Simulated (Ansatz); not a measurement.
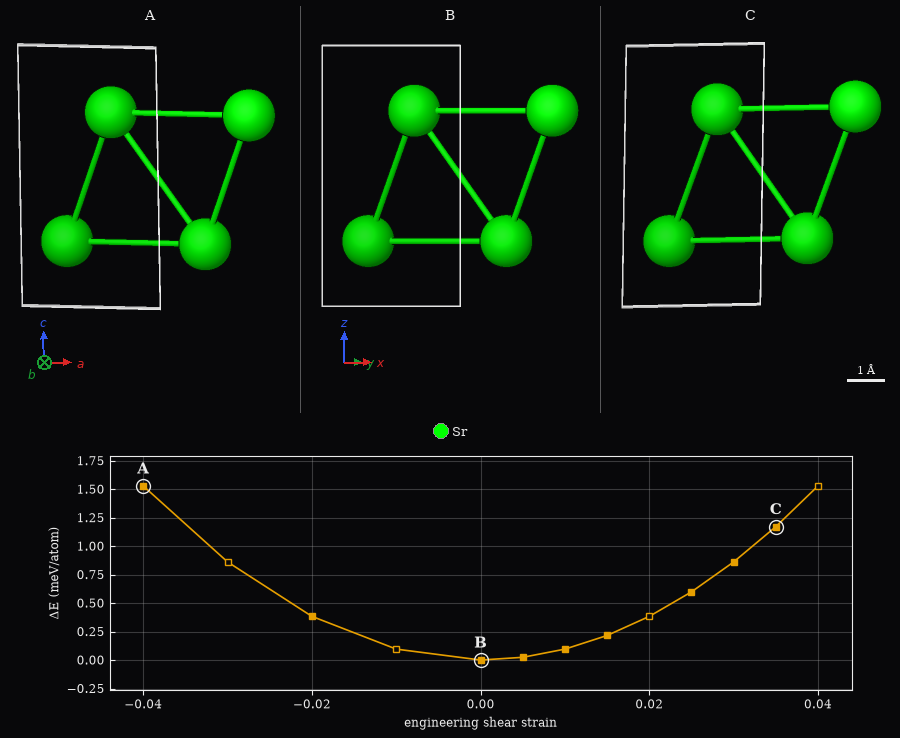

A scan of solid Sr (P6_3/mmc): the cell is strained in shear in the xz plane, with the atoms kept at their fractional coordinates. x, y and z are the Cartesian axes of the input. The lettered frames are marked on the plot. Hollow markers are points alike by symmetry, not computed again. Style: ball-and-stick. Shown: the cell of the calculation, repeated 2 × 1 × 1 with one cell outlined, along the b axis.

Theory: DFT PBEsol, scalar-relativistic, plane waves, PAW (Ansatz 0.2.0). Set-up: plane-wave cutoff 420 eV; k-point mesh 12 × 12 × 8; occupations gaussian; smearing width 0.15 eV; no spin polarisation. Energies (free energies at the smearing named) are counted from the cell as listed in its source, which wasn't relaxed.

**What does the scan show?**

The lowest computed point lies at the strain 0.00 (0.00 meV/atom). At the ends of the scan the energy is 1.53 meV/atom (−0.04) and 1.53 meV/atom (0.04). The unrelaxed reference is under a pressure of −0.9 GPa. The distortion takes the space group from P6_3/mmc to C2/c. At the strain −0.04 the cell of the drawing goes a 4.310 → 4.311 Å, c 7.050 → 7.051 Å, α 90.0° → 88.9°, β 90.0° → 92.3°.
